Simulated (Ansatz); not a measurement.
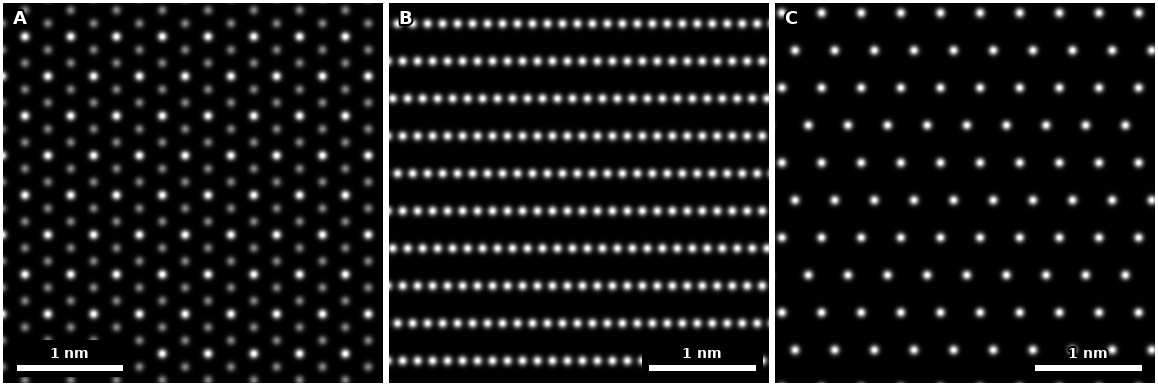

Three views of Sr (P6_3/mmc, No. 194) along different zone axes. Simulation: incoherent imaging, intensity Z^1.7 per atom, probe width 0.70 Å, thin sample. Structure used: the geometry relaxed with DFT, revPBE, plane waves (420 eV) with PAW, scalar-relativistic in Ansatz; the starting structure was generated, so it need not be a known form of this composition.

Space group P6_3/mmc (No. 194). a = 4.336 Å, b = 4.336 Å, c = 14.193 Å, α = 90.00°, β = 90.00°, γ = 120.00°
| atom | site | symmetry | x | y | z |
| --- | --- | --- | --- | --- | --- |
| Sr | 2a | -3m. | 0.0000 | 0.0000 | 0.0000 |
| Sr | 2c | -6m2 | 0.3333 | 0.6667 | 0.2500 |

Q: Match the panels to the zone axes [001], [100] and [310].

A is [001]: projected cell 4.34 × 4.34 Å, 120°, plane group p6mm. B is [310]: projected cell 1.42 × 14.19 Å, 90°, plane group p2mg. C is [100]: projected cell 3.75 × 14.19 Å, 90°, plane group p2mg.
